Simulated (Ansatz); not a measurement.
# Run report: Au, single-point calculation

Au (P6₃/mmc, 2 atoms in the cell), computed with DFT r2SCAN, scalar-relativistic, plane waves, PAW, no spin polarisation (Ansatz 0.2.0).

The structure derives from an entry of the Crystallography Open Database.

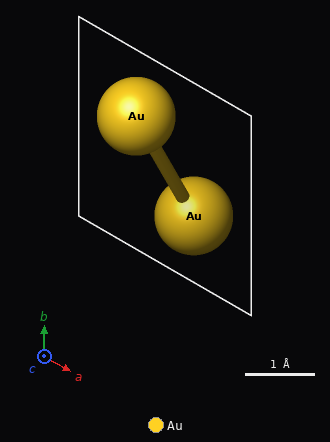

*The structure as given in the input (ball-and-stick view of the cell of the calculation, along the c axis). An atom can appear more than once, as a periodic image.*

Input file
```yaml
crystal:
  lattice:
    - [2.8999984104, 0.0, 0.0]
    - [-1.4499992052, 2.5114722944, 0.0]
    - [0.0, 0.0, 4.88]
  atoms:
    - { symbol: Au, position: [0.3333333333, 0.6666666667, 0.75] }
    - { symbol: Au, position: [0.6666666667, 0.3333333333, 0.25] }
basis:
  ecutwfc: 500
kpoints:
  mp_grid: { grid: [24, 24, 12] }
hamiltonian:
  xc: r2scan
scf:
  occupations: { method: gaussian, width: 0.15 }
output:
  forces: true
  stress: true
  eigenvalues: true
  write_density: true
  write_potential: true
  elf: true
  volumetric_format: npy
```

Launch command:
```bash
ansatz run input.yaml --threads 1 --pin off --max-ram 2560MiB --backend cpu --events-out ev --progress --plain --runs-dir out
```

Output
```
Engine: ansatz 0.2.0, x86_64-unknown-linux-gnu
Pseudopotentials: kind: paw
Pseudopotential: Au, paw, valence charge 19, recommended cutoff 500 eV (meta_gga), Au.paw.azcp
Functional definition: r2SCAN
  parameter k0 = 0.174
  parameter k1 = 0.065
  parameter a1 = 4.9479
  exchange = r2scan_x(k0 = k0, k1 = k1, a1 = a1)
  correlation = r2scan_c
Crystal: 2 atoms, lattice volume = 35.542 Å³
Basis set: ecut = 500 eV, 893 PW (Γ), exchange–correlation on 96×96×144 points (64 copies of the dense FFT grid, shifted against one another)
Bands: 23, of which v1, the nominal top of the filled ones, is band 19 counted from 1 (18 counted from 0)
Symmetry: 24 space group operations
Space group: P63/mmc (ITA 194), of the structure as read, at distance tolerance 3.3e-5 Å
k-points: 427 of 6912
Non-local potential: Au, projectors of the file, l = 0: 3, l = 1: 2, l = 2: 2, l = 3: 1
PAW form: soft (Blöchl's): semilocal exchange-correlation on the pseudo side does not see the compensation charge
PAW frozen core: Au, regenerated for the run's functional (the file was generated under x = pbe(κ = 0.804, μ = 0.2195149727645171), c = pbe(β = 0.06672455060314922))
PAW one-centre angular grid: Au, 590 points (default); XC on 160 Gauss nodes
Initial density: superposition of atomic densities (neutral atoms: chi_scale 0, normalization atom), corrected by the library's trained network
Initial wavefunctions: pseudopotential atomic-orbital guess
Functional: x = r2scan, c = r2scan; τ floored in thin density (d = 2e-4 eV/Å³)
SCF iter   1: F=—  HF=-26327.018374 eV  |F-HF|=—  |Δ(HF+E_count)|=         —  Δρ=1.50e-2  dr2=8.24e-2  dr2_τ=5.67e-3  ethr=1.77e-3  ⟨swp⟩=4.6  Hψ=36707  notcnv=0
preconditioner: auto → Kerker (q_TF=auto, 2.759 Å⁻¹)  [metal: Δε(μ)=0.017 eV  Ē_g=11.322 eV  σ=0.150 eV  W_gap=0.06  n_scr=10 (ndim 8)  ℏωp=29.2 eV  f_vac=0.000  D(μ)=0.71/eV (n_scr^D=2)]
SCF iter   2: F=—  HF=-26327.001068 eV  |F-HF|=—  |Δ(HF+E_count)|=   1.73e-2  Δρ=5.93e-3  dr2=1.18e-2  dr2_τ=2.19e-3  ethr=2.17e-4  ⟨swp⟩=1.7  Hψ=16154  notcnv=0
SCF iter   3: F=—  HF=-26327.001763 eV  |F-HF|=—  |Δ(HF+E_count)|=   6.96e-4  Δρ=2.16e-3  dr2=1.33e-3  dr2_τ=5.78e-5  ethr=3.12e-5  ⟨swp⟩=2.1  Hψ=13547  notcnv=0
SCF iter   4: F=—  HF=-26327.002187 eV  |F-HF|=—  |Δ(HF+E_count)|=   4.23e-4  Δρ=6.37e-4  dr2=9.63e-5  dr2_τ=8.32e-6  ethr=3.50e-6  ⟨swp⟩=2.0  Hψ=17872  notcnv=0
SCF iter   5: F=—  HF=-26327.002218 eV  |F-HF|=—  |Δ(HF+E_count)|=   3.11e-5  Δρ=1.86e-4  dr2=1.47e-5  dr2_τ=7.27e-7  ethr=2.54e-7  ⟨swp⟩=2.2  Hψ=15412  notcnv=0
SCF iter   6: F=—  HF=-26327.002218 eV  |F-HF|=—  |Δ(HF+E_count)|=   3.18e-7  Δρ=3.67e-5  dr2=4.85e-7  dr2_τ=1.13e-8  ethr=3.86e-8  ⟨swp⟩=2.0  Hψ=14240  notcnv=0
SCF iter   7: F=-26327.002218 eV  HF=-26327.002218 eV  |F-HF|=1.26e-8  |Δ(HF+E_count)|=   1.53e-7  Δρ=8.66e-6  dr2=2.73e-8  dr2_τ=3.17e-9  ethr=2.63e-10  ⟨swp⟩=9.6  Hψ=67973  notcnv=0
SCF 1 converged in 7 iterations: F = -26327.002218 eV  dr2 = 2.73e-8
  greatest PAW one-centre occupation: 1.003 electrons in one spin orbital (limit 2), on the Au atom at site 1 (counted from 0), in its partial waves of l = 0
```

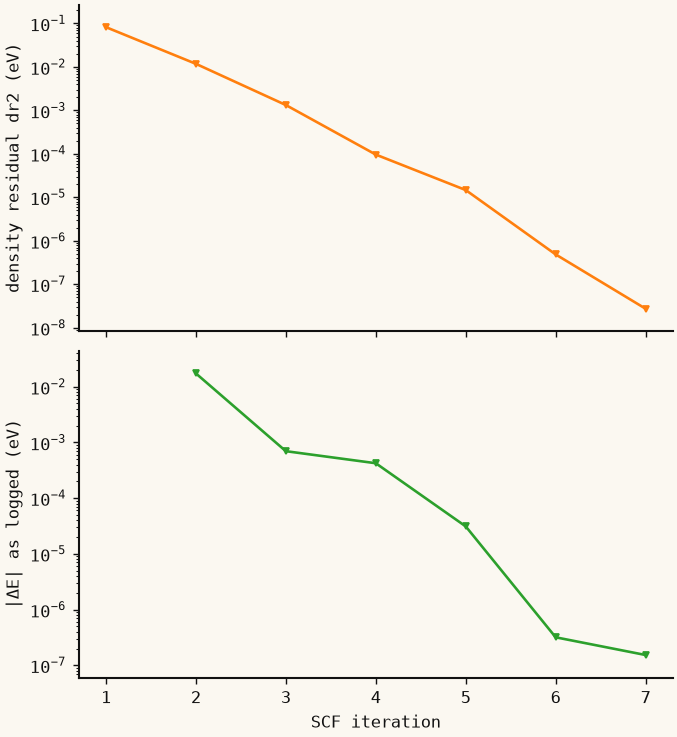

*Convergence of the self-consistent field: density residual dr2 and size of the energy change against the SCF iteration.*

The residual falls at every step.

```
SCF converged after 7 iterations
Free energy (F): -26327.002218 eV
Harris-Foulkes:  -26327.002218 eV  (|F-HF|=1.26e-8)
Internal energy: -26326.993639 eV  (E = F + TS)
E sigma→0 (E₀):  -26326.997929 eV
Entropy (-TS):   -0.008579 eV (-4.290 meV/atom)
Fermi energy:    19.370821 eV
--- Per-component energies (eV) ---
  E_band       = -488.389294
  E_kinetic    = 1210.203847
  E_local      = -3547.289313  (includes V_loc(G=0)·N_el)
  E_nonlocal   = 152.058721
  E_hartree    = 1509.224484
  E_xc         = -435.661616
  E_vxc        = -612.706298  (∫ρ·V_xc dr)
  E_paw        = -19462.654165  (= ΣΔE_a)
  E_vpaw       = -750.936532  (= ΣTr[D̂ρ^β])
  E_aug_tail   = 0.001409  (compensation charges beyond the density's cutoff)
  E_vtau       = 41.821332  (kinetic-family band-sum trace: ∫τ·v_τ [+ j·A + Jᵃ·Aᵃ] dr)
  E_ewald      = -5752.524359
  E_core_change = -0.352647  (= ΣΔE_core)
  E_smearing   = -0.008579  (= −TS)
  E_closure    = 0.000000  (closes the sum)
  Σ components = -26327.002218   (vs F -26327.002218, Δ=0.00e0)
--- Forces (eV/Å), atoms counted from 1 ---
  atom   1  Au     0.00000000    -0.00000000     0.00000000
  atom   2  Au     0.00000000     0.00000000     0.00000000
  max |Σ_I F_I| component: 1.85e-17 eV/Å
--- Stress (GPa, compression-positive) ---
       -1.465440       0.000000       0.000000
       -0.000000      -1.465440       0.000000
        0.000000       0.000000      -1.680883
  P = ⅓ Tr σ = -1.5373 GPa (-15.373 kbar)
--- Band table (eV; the first three rows and the last of 427) ---
  k-point 0: bands = ["-88.1284", "-88.1196", "-39.0840", "-38.9303", "-38.9303", "-38.9051", "-38.9051", "-38.9051", "9.7250", "12.0496", "14.4389", "14.7217", "14.7217", "15.0129", "15.0129", "15.6816", "15.6816", "16.9829", "16.9829", "18.5648", "21.8869", "34.6683", "35.6569"]
  k-point 1: bands = ["-88.1282", "-88.1197", "-39.0810", "-38.9299", "-38.9299", "-38.9082", "-38.9055", "-38.9055", "9.7825", "12.0491", "14.4265", "14.7079", "14.7079", "14.9966", "14.9966", "15.7238", "15.7238", "16.9743", "16.9743", "18.1028", "22.4581", "34.4960", "35.7819"]
  k-point 2: bands = ["-88.1278", "-88.1202", "-39.0721", "-38.9286", "-38.9286", "-38.9172", "-38.9068", "-38.9068", "9.9522", "12.0415", "14.3935", "14.6769", "14.6769", "14.9510", "14.9510", "15.8379", "15.8379", "16.9462", "16.9462", "17.1922", "23.6998", "34.1511", "35.8742"]
  k-point 426: bands = ["-88.1148", "-88.1148", "-39.0635", "-39.0635", "-39.0375", "-39.0375", "-38.9466", "-38.9466", "13.4340", "13.4340", "14.0882", "14.0882", "14.7471", "14.7471", "15.5434", "15.5434", "17.0498", "17.0498", "23.6442", "23.6442", "24.1428", "24.1428", "26.0818"]
```

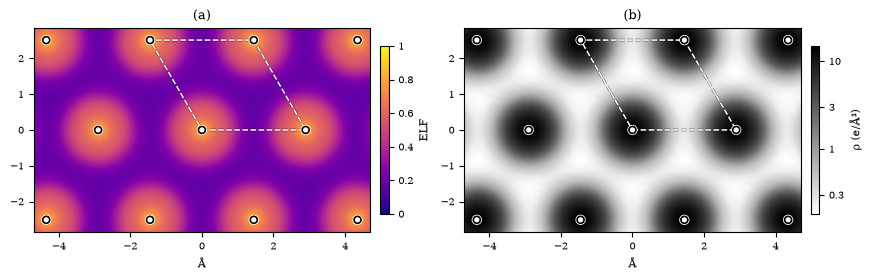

*(a) ELF; (b) valence electron density on the (001) plane of the conventional cell. Circles mark the nuclei in the plane (Au).*

The section cuts through Au sites. Au–Au (2.90 Å): ρ is about 0.26 e/Å³ halfway; the ELF is about 0.20 at the midpoint (no shared electron pair). Away from the nuclei the density in this plane falls to 0.18 e/Å³ at its lowest. The strong features right at Au lie inside the PAW spheres (semicore, d or f shells) and say nothing about bonding. Core electrons are frozen (PAW), so the fields are smoothed inside the atomic spheres.

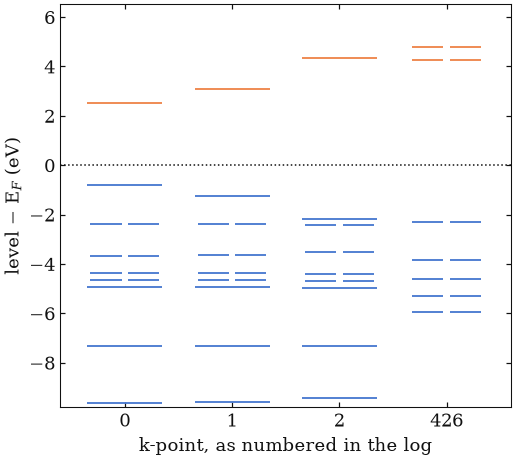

*Kohn–Sham levels near the Fermi level (dotted) at the few k-points that the log prints; levels within 0.02 eV of each other stand side by side.*

The system is metallic on the full mesh.

Results in brief

- outcome: converged
- space group (tolerance 0.01 Å): P6₃/mmc (194)
- electrons treated: 38
- free energy: −26327.0022 eV
- Fermi energy: 19.371 eV
- gap on the k-point mesh: none (metallic)
- pressure: −1.54 GPa
- largest force (length of the vector): under 0.001 eV/Å
- hardware: 1 thread of AMD EPYC (Zen 5), 176 GiB of memory available, shared host
- wall time: 16 s
- peak memory: 0.67 GiB

Remarks

Spin–orbit coupling is left out, which matters for Au.
